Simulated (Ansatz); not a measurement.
Cu (slab)

```xyz
9
Lattice="2.5197 0.0000 0.0000 0.0000 3.5634 0.0000 0.0000 0.0000 25.0787" Properties=species:S:1:pos:R:3 pbc="T T T"
Cu    1.2598    1.7817    7.5000
Cu    0.0000    0.0000    8.7598
Cu    1.2598    1.7817   10.0197
Cu    0.0000    0.0000   11.2794
Cu    1.2598    1.7817   12.5394
Cu    0.0000    0.0000   13.7993
Cu    1.2598    1.7817   15.0590
Cu    0.0000    0.0000   16.3190
Cu    1.2598    1.7817   17.5787
```

Not relaxed (largest force 0.5 eV/Å); computed without spin polarisation.

All numbers below come from Ansatz, DFT PBEsol, scalar-relativistic, plane waves, PAW.

Q: What will maps of the valence pseudo-density and electron localisation function show?

A: Cu–Cu (2.52 Å): the density is about 0.29 e/Å³ at the midpoint; the ELF is about 0.20 at the midpoint; no localised pair shows between them.

Q: Metal or insulator at this level of theory?

A: It is metallic or semimetallic at this level of theory: no gap opens.

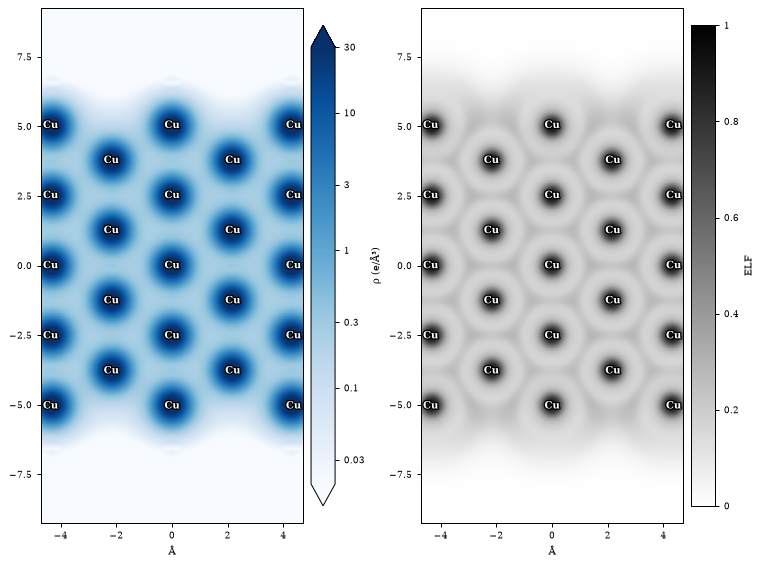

Computed valence pseudo-density and electron localisation function on the (110) plane of the calculation cell, a cut from vacuum to vacuum, in this order. 

The density is the valence pseudo-density of a PAW calculation; it isn't the true density close to the nuclei.
